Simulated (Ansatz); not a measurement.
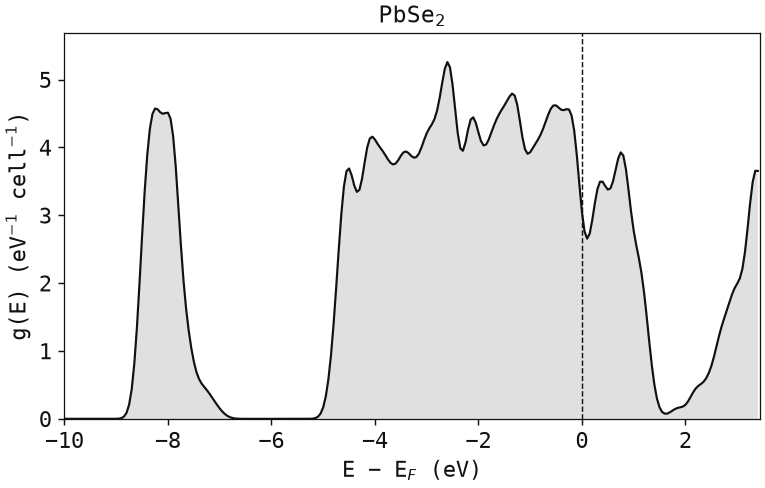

Density of states. Energies are counted from the Fermi level. The curve is built from the levels of the k mesh with Gaussians 0.3 eV wide, which also blur the band edges.

System: PbSe₂, space group P6_3/mmc, 6 atoms in the cell, 2H (MoS2) bulk type.

Space group P6_3/mmc (No. 194). a = 3.988 Å, b = 3.988 Å, c = 11.479 Å, α = 90.00°, β = 90.00°, γ = 120.00°
```tsv
atom	site	symmetry	x	y	z
Pb	2c	-6m2	0.3333	0.6667	0.2500
Se	4f	3m.	0.6667	0.3333	0.4064
```

Level of theory: DFT, r2SCAN+rVV10, plane waves, PAW, no spin polarisation, 12×12×4 k mesh, 500 eV cutoff; code Ansatz 0.2.0.

What is the density of states at the Fermi level?

Answer. It is a metal. The density of states at the Fermi level is about 3.5 per eV and cell (mean within 0.25 eV), or 0.58 per atom.

Spin-orbit coupling is left out, which matters for Pb.
